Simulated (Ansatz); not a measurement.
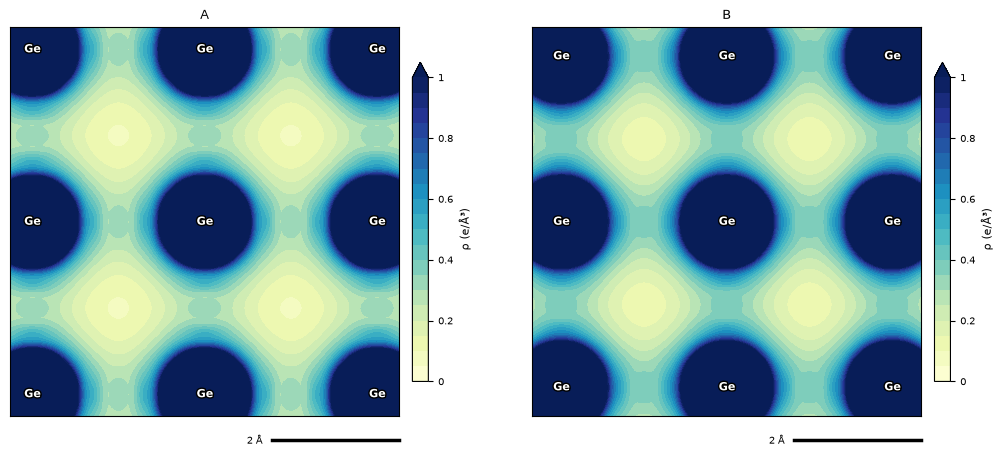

Ge. The valence pseudo-density of two cells that differ in size, on the (001) plane of each (indices in the axes of the calculation cell), at one length scale and on one colour scale; one has 17.7 and the other 20.1 Å³ an atom.

Level of theory: DFT, r2SCAN, plane waves (500 eV) with PAW, scalar-relativistic (Ansatz).

In a PAW calculation such maps are meaningful between the atoms, not at the nuclei.

> Which is the denser cell? Describe the effect of the change.

Panel B is the smaller cell, by 12 % in volume. From the larger cell to the smaller, Ge–Ge goes from 2.72 to 2.61 Å, and the density at its midpoint from 0.35 to 0.4 e/Å³; the pressure goes from −2.8 to 8 GPa.
